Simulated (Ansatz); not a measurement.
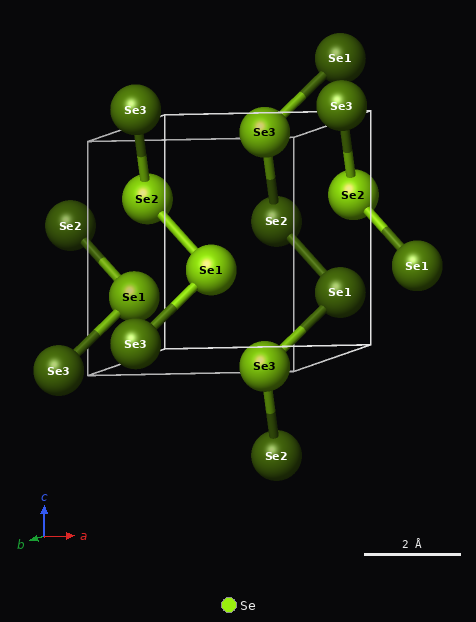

The structure as given in the input (ball-and-stick view of the cell of the calculation, seen at an oblique angle; neighbours outside the cell are drawn fainter; atoms are numbered from 1 in the order of the input).

## Two runs on Se

System: Se (P3₁21, 3 atoms in the cell).
Method of the first run: DFT with r2SCAN, PAW plane waves, no spin polarisation (Ansatz 0.2.0).

The structure derives from an entry of the Crystallography Open Database. Text and figures count atoms from 1; the logs count them from 0 in places.

**Input file, the first run**
```yaml
crystal:
  lattice:
    - [4.355665, 0.0, 0.0]
    - [-2.177832, 3.772117, 0.0]
    - [0.0, 0.0, 4.943999]
  atoms:
    - { symbol: Se, position: [0.2254, 0.0, 0.33333] }
    - { symbol: Se, position: [0.0, 0.2254, 0.66666] }
    - { symbol: Se, position: [0.7746, 0.7746, 0.0] }
  symmetry: { tolerance: 0.0003 }
kpoints:
  mp_grid: { grid: [5, 5, 4], shift: [0, 0, 0] }
magnetization:
  spin_polarized: false
scf:
  occupations: { method: fermi_dirac, width: 0.035 }
hamiltonian:
  pseudopotentials: { kind: paw }
  xc: r2scan
basis:
  ecutwfc: 500
output:
  forces: true
  stress: true
  eigenvalues: true
  write_density: true
  write_potential: true
  elf: true
  volumetric_format: npy
relax:
  max_steps: 40
  cell: {}
```

Command:
```bash
ansatz run input.yaml --threads 1 --pin off --max-ram 2560MiB --backend cpu --events-out ev --progress --plain --runs-dir out
```

Hardware: 1 thread of Intel Xeon @ 2.90GHz (Ice Lake), 176 GiB of memory available, shared host.

**Output, shortened to warnings, some set-up lines, iterations and results (the first run)**
```
Warning: the atoms were moved onto the symmetric positions of the space group found under crystal.symmetry.tolerance 3.0e-4 (fractional; no operation is sought that the atoms, as they stand in a round, miss by more than twice it, and no atom is moved by as much as it), and the run uses the moved positions. Before a round's move an operation carried an atom to 3.30e-5 Å from where it should land, …
Basis set: ecut = 500 eV, 2017 PW (Γ), exchange–correlation on 128×128×160 points (64 copies of the dense FFT grid, shifted against one another)
Symmetry: 6 space group operations
k-points: 17 of 100 (time reversal used)
Initial density: superposition of atomic densities (neutral atoms: chi_scale 0, normalization atom), corrected by the library's trained network
[...]
SCF iter   1: F=—  HF=-16434.346260 eV  |F-HF|=—  |Δ(HF+E_count)|=         —  Δρ=3.04e-3  dr2=5.02e-3  dr2_τ=9.20e-3  ethr=1.77e-3  ⟨swp⟩=6.1  Hψ=2100  notcnv=0
SCF iter   2: F=—  HF=-16434.355840 eV  |F-HF|=—  |Δ(HF+E_count)|=   9.58e-3  Δρ=1.92e-3  dr2=1.79e-3  dr2_τ=3.96e-5  ethr=1.05e-5  ⟨swp⟩=2.0  Hψ=1108  notcnv=0  defer=14
SCF iter   3: F=—  HF=-16434.356483 eV  |F-HF|=—  |Δ(HF+E_count)|=   6.42e-4  Δρ=7.88e-4  dr2=3.31e-4  dr2_τ=6.76e-6  ethr=3.72e-6  ⟨swp⟩=2.1  Hψ=601  notcnv=0  defer=14
SCF iter   4: F=—  HF=-16434.356660 eV  |F-HF|=—  |Δ(HF+E_count)|=   1.77e-4  Δρ=1.16e-4  dr2=1.12e-5  dr2_τ=3.67e-7  ethr=6.89e-7  ⟨swp⟩=2.0  Hψ=632  notcnv=0  defer=14
SCF iter   5: F=—  HF=-16434.356665 eV  |F-HF|=—  |Δ(HF+E_count)|=   5.64e-6  Δρ=2.03e-5  dr2=3.47e-7  dr2_τ=9.69e-9  ethr=2.33e-8  ⟨swp⟩=2.0  Hψ=632  notcnv=0  defer=14
[... 44 lines ...]
SCF iter   4: F=—  HF=-16434.378339 eV  |F-HF|=—  |Δ(HF+E_count)|=   9.71e-7  Δρ=1.16e-6  dr2=8.70e-10  dr2_τ=1.14e-10  ethr=1.39e-11  ⟨swp⟩=2.0  Hψ=901  notcnv=0
SCF iter   5: F=—  HF=-16434.378339 eV  |F-HF|=—  |Δ(HF+E_count)|=   2.42e-9  Δρ=4.54e-7  dr2=2.49e-10  dr2_τ=6.50e-12  ethr=1.81e-12  ⟨swp⟩=2.0  Hψ=901  notcnv=0
SCF iter   6: F=-16434.378339 eV  HF=-16434.378339 eV  |F-HF|=5.46e-11  |Δ(HF+E_count)|=  2.29e-10  Δρ=1.23e-7  dr2=1.71e-11  dr2_τ=8.94e-13  ethr=1.00e-12  ⟨swp⟩=4.0  …
SCF 7 converged in 6 iterations: F = -16434.378339 eV  dr2 = 1.71e-11
relax step   7: F+E_penalty+E_count = -16434.37833888 eV  Δ(F+E_penalty+E_count) = -3.039e-4 eV  max|allowed force component| = 2.627e-4 eV/Å  Δτ_max = 0.0000 Å  P = +0.005 …
basis re-selected at this cell: Δ(F+E_penalty+E_count) = -3.039e-4 eV, ΔP = +0.002 GPa vs the last step (what re-selecting the basis moved, of the pressure what is left beyond the Pulay correction that the steps carried, after the strain that the cell walked since its last selection, with what the …
SCF converged after 6 iterations
Free energy (F): -16434.378339 eV
Harris-Foulkes:  -16434.378339 eV  (|F-HF|=5.46e-11)
Internal energy: -16434.378339 eV  (E = F + TS)
E sigma→0 (E₀):  -16434.378339 eV
Fermi energy:    6.428857 eV
--- Per-component energies (eV) ---
  E_band       = -1307.919709
  E_kinetic    = 351.146278
  E_local      = -8027.554252  (includes V_loc(G=0)·N_el)
  E_nonlocal   = -1781.812392
  E_hartree    = 3916.366033
  E_xc         = -292.153076
  E_vxc        = -314.190856  (∫ρ·V_xc dr)
  E_paw        = -5777.480838  (= ΣΔE_a)
  E_vpaw       = 615.834320  (= ΣTr[D̂ρ^β])
  E_aug_tail   = -0.000621  (compensation charges beyond the density's cutoff)
  E_vtau       = 15.925592  (kinetic-family band-sum trace: ∫τ·v_τ [+ j·A + Jᵃ·Aᵃ] dr)
  E_ewald      = -4817.595160
  E_core_change = -5.294311  (= ΣΔE_core)
  E_smearing   = -0.000000  (= −TS)
  E_closure    = 0.000000  (closes the sum)
  Σ components = -16434.378339   (vs F -16434.378339, Δ=0.00e0)
--- Forces (eV/Å), atoms counted from 1 ---
  atom   1  Se     0.00026267    -0.00000000     0.00000000
  atom   2  Se    -0.00013134     0.00022748     0.00000000
  atom   3  Se    -0.00013134    -0.00022748     0.00000000
  max |Σ_I F_I| component: 3.81e-17 eV/Å
--- Stress (GPa, compression-positive) ---
        0.004754       0.000000      -0.000000
        0.000000       0.004754      -0.000000
       -0.000000       0.000000       0.004624
  P = ⅓ Tr σ = 0.0047 GPa (0.047 kbar)
--- Relaxed structure (6 steps of the walk, 6 accepted, 1 SCFs on fresh bases) ---
  F+E_penalty+E_count = -16434.37833888 eV   max|allowed force component| = 2.627e-4 eV/Å   (the final SCF, on the basis selected at the relaxed cell)
  cell:  # Å, volume = 87.6199 Å³
    - [4.501769987758648, -2.9835833989435217e-7, 6.98350209093994e-18]
[...]
```

The input of the second run differs as follows (lines with − go, lines with + come):
```diff
+  convergence: { dr2_threshold: 0.0001 }
-  xc: r2scan
+  xc: revpbe
+  ecutrho_ratio: 6
-  write_density: true
-  write_potential: true
-  elf: true
-  volumetric_format: npy
```

Predict how the results change.

The total energies belong to different methods, so their difference says nothing on which is more stable or more accurate. The gap on the mesh goes from 1.60 to 1.93 eV. The volume per atom goes from 29.21 to 61.14 Å³. The functional changes from r2SCAN to revPBE. The SCF takes 74 iterations over all geometry steps against 40. On the same kind of shared host the second run took about 1.6 times as long.

**Output, shortened to warnings, some set-up lines, iterations and results (the second run)**
```
Warning: the atoms were moved onto the symmetric positions of the space group found under crystal.symmetry.tolerance 3.0e-4 (fractional; no operation is sought that the atoms, as they stand in a round, miss by more than twice it, and no atom is moved by as much as it), and the run uses the moved positions. Before a round's move an operation carried an atom to 3.30e-5 Å from where it should land, …
Warning: scf.convergence.dr2_threshold = 1e-4 eV is looser than this run's default, which is 1e-7 eV or tighter. The error in the forces grows as the threshold's square root, so leave the key out unless less accurate forces are enough
Warning: relax.cell: scf.convergence.dr2_threshold = 1e-4 eV is looser than the 3e-10 eV advised for a relaxation that steers and ends on the stress (1e-10 eV for each atom of the cell: 3). What an SCF threshold leaves in a stress goes as its square root, and in the free energy as the threshold itself, and one threshold admits the most on a small cell: of the crystals measured, under no hybrid …
Basis set: ecut = 500 eV, 2017 PW (Γ), exchange–correlation on 80×80×90 points (8 copies of the dense FFT grid, shifted against one another)
Symmetry: 6 space group operations
k-points: 17 of 100 (time reversal used)
Initial density: superposition of atomic densities (neutral atoms: chi_scale 0, normalization atom), corrected by the library's trained network
[...]
SCF iter   1: F=—  HF=-16420.063688 eV  |F-HF|=—  |Δ(HF+E_count)|=         —  Δρ=1.78e-3  dr2=2.12e-3  ethr=1.77e-3  ⟨swp⟩=5.9  Hψ=2086  notcnv=0
SCF iter   2: F=—  HF=-16420.064110 eV  |F-HF|=—  |Δ(HF+E_count)|=   4.22e-4  Δρ=1.15e-3  dr2=9.01e-4  ethr=4.42e-6  ⟨swp⟩=2.0  Hψ=1109  notcnv=0  defer=10
SCF iter   3: F=—  HF=-16420.064651 eV  |F-HF|=—  |Δ(HF+E_count)|=   5.40e-4  Δρ=4.51e-4  dr2=1.90e-4  ethr=1.88e-6  ⟨swp⟩=2.1  Hψ=648  notcnv=0  defer=10
SCF iter   4: F=—  HF=-16420.064769 eV  |F-HF|=—  |Δ(HF+E_count)|=   1.18e-4  Δρ=1.12e-4  dr2=7.26e-6  ethr=3.96e-7  ⟨swp⟩=2.0  Hψ=635  notcnv=0  defer=10
SCF iter   5: F=-16420.064790 eV  HF=-16420.064790 eV  |F-HF|=2.52e-7  |Δ(HF+E_count)|=   2.13e-5  Δρ=2.64e-5  dr2=7.80e-7  ethr=1.51e-8  ⟨swp⟩=2.5  Hψ=872  notcnv=0  defer=10
[... 102 lines ...]
SCF iter   4: F=—  HF=-16420.355773 eV  |F-HF|=—  |Δ(HF+E_count)|=   1.61e-3  Δρ=6.95e-5  dr2=2.76e-6  ethr=1.55e-8  ⟨swp⟩=4.1  Hψ=1693  notcnv=0
SCF iter   5: F=—  HF=-16420.356539 eV  |F-HF|=—  |Δ(HF+E_count)|=   7.66e-4  Δρ=1.34e-5  dr2=1.99e-7  ethr=5.74e-9  ⟨swp⟩=3.3  Hψ=1584  notcnv=0
SCF iter   6: F=-16420.356568 eV  HF=-16420.356568 eV  |F-HF|=2.20e-8  |Δ(HF+E_count)|=   2.83e-5  Δρ=9.52e-7  dr2=2.76e-9  ethr=4.14e-10  ⟨swp⟩=1.0  Hψ=1181  notcnv=0
SCF 19 converged in 6 iterations: F = -16420.356568 eV  dr2 = 2.76e-9
relax step  19: F+E_penalty+E_count = -16420.35656754 eV  Δ(F+E_penalty+E_count) = -1.307e-3 eV  max|allowed force component| = 1.070e-3 eV/Å  Δτ_max = 0.0000 Å  P = +0.005 …
basis re-selected at this cell: Δ(F+E_penalty+E_count) = -1.307e-3 eV, ΔP = +0.004 GPa vs the last step (what re-selecting the basis moved, of the pressure what is left beyond the Pulay correction that the steps carried, after the strain that the cell walked since its last selection, with what the …
SCF converged after 6 iterations
Free energy (F): -16420.356568 eV
Harris-Foulkes:  -16420.356568 eV  (|F-HF|=2.20e-8)
Internal energy: -16420.356568 eV  (E = F + TS)
E sigma→0 (E₀):  -16420.356568 eV
Fermi energy:    0.568222 eV
--- Per-component energies (eV) ---
  E_band       = -1535.732935
  E_kinetic    = 350.036717
  E_local      = -11631.982558  (includes V_loc(G=0)·N_el)
  E_nonlocal   = -1787.116243
  E_hartree    = 5583.281322
  E_xc         = -310.196169
  E_vxc        = -290.076587  (∫ρ·V_xc dr)
  E_paw        = -5747.741487  (= ΣΔE_a)
  E_vpaw       = 656.845115  (= ΣTr[D̂ρ^β])
  E_aug_tail   = -0.000084  (compensation charges beyond the density's cutoff)
  E_ewald      = -2876.045777
  E_core_change = -0.592289  (= ΣΔE_core)
  E_smearing   = -0.000000  (= −TS)
  E_closure    = -0.000000  (closes the sum)
  Σ components = -16420.356568   (vs F -16420.356568, Δ=0.00e0)
--- Forces (eV/Å), atoms counted from 1 ---
  atom   1  Se    -0.00106999     0.00000000     0.00000000
  atom   2  Se     0.00053499    -0.00092664    -0.00000000
  atom   3  Se     0.00053499     0.00092664    -0.00000000
  max |Σ_I F_I| component: 5.75e-18 eV/Å
--- Stress (GPa, compression-positive) ---
        0.008000       0.000000      -0.000000
        0.000000       0.008000       0.000000
       -0.000000       0.000000      -0.002054
  P = ⅓ Tr σ = 0.0046 GPa (0.046 kbar)
--- Relaxed structure (17 steps of the walk, 17 accepted, 2 SCFs on fresh bases) ---
  F+E_penalty+E_count = -16420.35656754 eV   max|allowed force component| = 1.070e-3 eV/Å   (the final SCF, on the basis selected at the relaxed cell)
  cell:  # Å, volume = 183.4183 Å³
    - [6.51543630851377, -4.3181565600275675e-7, 8.139908457491889e-17]
    - [-3.2577177802935573, 5.642533575820258, 8.139909391896732e-17]
[...]
```

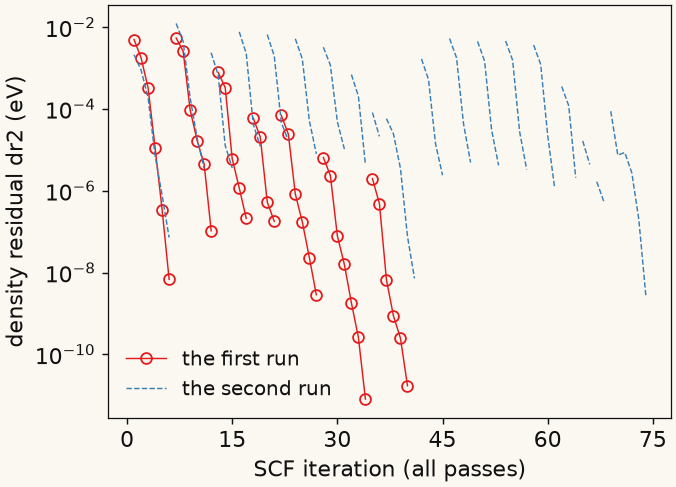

Convergence of the two runs: density residual dr2 against the SCF iteration. A break in a curve parts two SCF passes. The first run takes 40 iterations in all, and the second run takes 74.

**The two runs side by side**

| quantity | the first run | the second run |
| --- | --- | --- |
| outcome | converged | converged |
| free energy per atom (eV) | −5478.1261 | −5473.4522 |
| gap on the mesh (eV) | 1.60 | 1.93 |
| pressure (GPa) | 0.00 | 0.00 |
| volume per atom (Å³) | 29.21 | 61.14 |
| largest force (eV/Å) | 0.000 | 0.001 |
| SCF iterations | 40 | 74 |
| irreducible k-points | 17 | 17 |
| wall time (shared host) | 62 s | 100 s |

For the first run: Warnings: the structure was made exactly symmetric. For the second run: These settings are looser than, or depart from, a standard set-up, so the numbers are not reference values for this system. Warnings: the SCF threshold is loose for the printed forces; the SCF threshold is looser than advised for the printed stress; the structure was made exactly symmetric.
